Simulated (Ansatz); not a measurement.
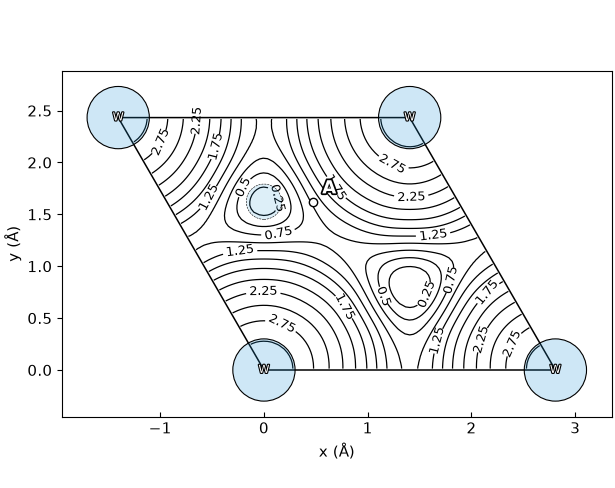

C on a W(111) slab cut from the Fm-3m phase, its upper half relaxed before the scan (3 atoms of substrate and one adsorbate in a 1 × 1 cell). 
- C is moved over the surface cell; relaxed at each place: the height of the adsorbate's atoms; substrate rigid; the origin of the map has the adsorbate above W3.
- Places are given modulo a cell vector. The map is drawn in real space over the plane of the surface.
- The grid has 6 × 6 points; 10 points were computed and 26 follow by symmetry.
- Energies: eV, counted from the lowest grid point.
- With one adsorbate in each 1 × 1 cell, its nearest image is 2.8 Å away, so neighbouring adsorbates interact.
- The calculation used DFT LDA, scalar-relativistic, plane waves, PAW (Ansatz). Settings: cutoff 420 eV, k-mesh 12×12×1, gaussian smearing 0.1 eV, no spin polarisation.

In the figure: contour lines labelled in eV, labelled circles for the atoms of the top layer and small ones for the second layer, the outline of one cell of the plane, the point A. Between grid points the surface is interpolated.

### Which way does the force act at A, and how strong is it?

A, at (3/6, 4/6) of the cell vectors, is not a stationary point. The computed force is 2.8 eV/Å in the plane, pointing down and left in the picture (components −2.4 and −1.4 eV/Å).
